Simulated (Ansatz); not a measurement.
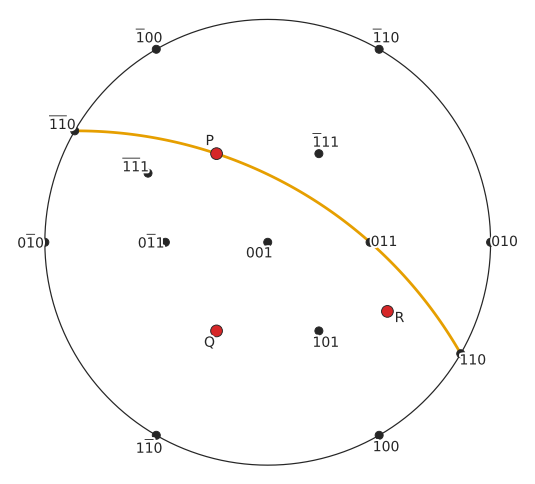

For Al, the geometry relaxed with DFT PBE, scalar-relativistic, plane waves, PAW (Ansatz); the starting structure was generated, so it need not be a known form of this composition: stereographic projection of plane normals (upper hemisphere) centred on (0 0 1). The drawing is computed from the coordinates (standard cell, symmetry found to 0.002 Å).

a = 2.781 Å, b = 2.781 Å, c = 2.803 Å, α = 90.00°, β = 90.00°, γ = 120.00°.

Q: Index the poles marked P, Q, R.

A: P is (−1 0 1), in four indices (−1 0 1 1), 49.3° from the centre; Q is (1 −1 1), in four indices (1 −1 0 1), 49.3° from the centre; R is (1 1 1), in four indices (1 1 −2 1), 63.6° from the centre.

Q: Which zone does the coloured great circle trace?

A: The zone [1 −1 1]: its poles satisfy h − k + l = 0.

Q: What is the angle between the normals of (0 1 0) and (−1 1 0), and what are their d_hkl = 1/|g|?

A: 60.0°; d = 2.408 Å and 2.408 Å.
